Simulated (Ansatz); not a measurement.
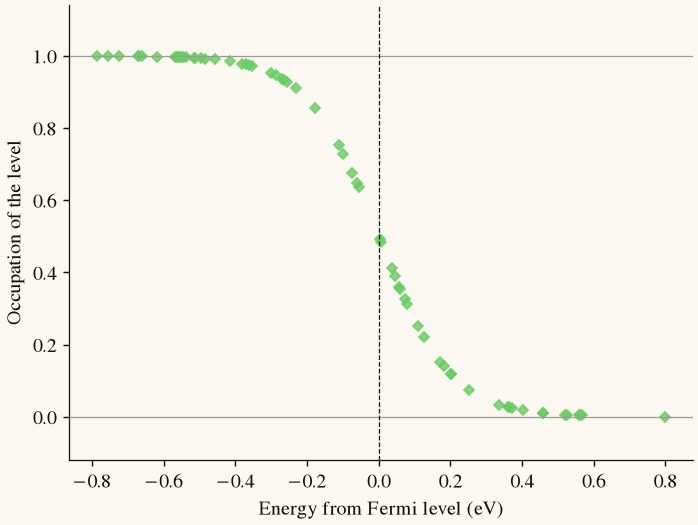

Occupations of the one-electron levels of the k mesh against their energy, from a run on Lu, space group P6_3/mmc (No. 194), 2 atoms in the cell, with Ansatz.

**Name the smearing function and its width.**

Fermi-Dirac smearing with a width of 0.1 eV. The occupations stay between 0 and 1 and have long exponential tails; the slope at the Fermi level is 1/(4 × width).
